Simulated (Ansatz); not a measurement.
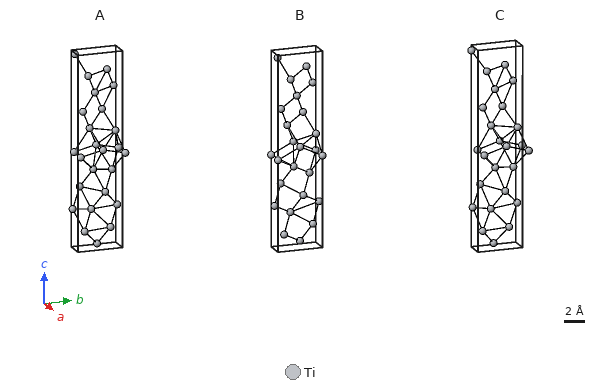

3 geometries from one relaxation of an interface cell of composition Ti, in shuffled order. Style: ball-and-stick. Shown: the cell of the calculation, slightly off an axis.

Case: symmetric tilt boundary Sigma 5 (3 1 0), mirror between planes, shift [0, 0.5].

The calculation used DFT PBE, scalar-relativistic, plane waves, PAW in Ansatz 0.2.0. (plane-wave cutoff 420 eV; k-point mesh 12 × 12 × 2; occupations gaussian; smearing width 0.1 eV; no spin polarisation; cell relaxed at fixed a, b, alpha, beta, gamma; force threshold 0.02 eV/Å; at most 60 steps)

> Put them in the order of the run, from the start to the converged end.

B, A, C. They are steps 0, 3, 9, at +2.330 eV per cell of the calculation, +0.790 eV per cell of the calculation relative to the last. The energy falls by 2.330 eV per cell of the calculation in 8 accepted moves (9 points after the start). The largest force component goes from 0.84 to 0.0049 eV/Å. The pressure goes from −0.83 to −2.87 GPa. At 1 point the geometry stayed and the basis and grid were re-selected for the new cell (energy shift of 0.8 meV per cell of the calculation at most each time). The largest moves relative to the cell, 0.71 Å, are those of Ti atoms. The drawn cell changes as follows: a unchanged at 3.256 Å, b unchanged at 5.399 Å, c 20.890 → 21.451 Å (+2.7 %); the volume changes by +2.7 %. Some distances before and after: Ti–Ti 3.679 → 3.080 Å, Ti–Ti 3.256 → 2.770 Å, Ti–Ti 3.256 → 2.866 Å, Ti–Ti 3.256 → 2.890 Å. The run took 9.2 min on 4 threads of AMD EPYC 9R45 96-Core Processor (Zen 5), on a shared host, peak memory 5.1 GiB.
